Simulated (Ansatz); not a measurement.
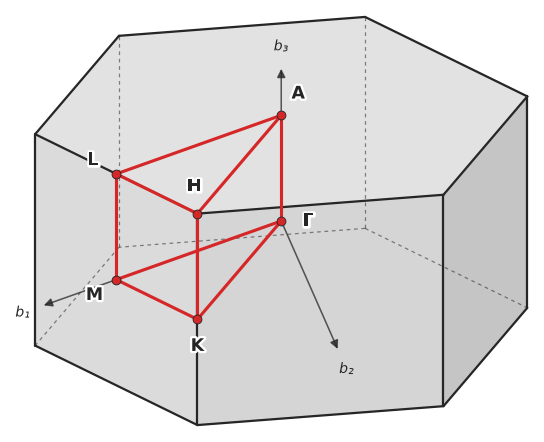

The first Brillouin zone and its special points. Crystal: InN, the end point of a relaxation with DFT r2SCAN, scalar-relativistic, plane waves, PAW in Ansatz 0.2.0. Geometry calculated from the standardised cell; symmetry tolerance 0.002 Å.

Space group No. 186, P6₃mc; a = 3.547 Å, b = 3.547 Å, c = 5.723 Å, α = 90.00°, β = 90.00°, γ = 120.00°.

Labels and path follow the convention of Hinuma et al. (2017), as computed by seekpath; the arrows show the directions of the reciprocal primitive vectors b₁, b₂, b₃, in which coordinates are given; lengths include the factor 2π.

List the special points with their coordinates and distances from Γ.

```csv
point,k₁,k₂,k₃,length of k (1/Å)
Γ,0,0,0,0.000
A,0,0,1/2,0.549
K,1/3,1/3,0,1.181
H,1/3,1/3,1/2,1.302
M,1/2,0,0,1.023
L,1/2,0,1/2,1.161
```

What is the zone's volume?

(2π)³ over the primitive cell's volume of 62.36 Å³: 3.98 Å⁻³.
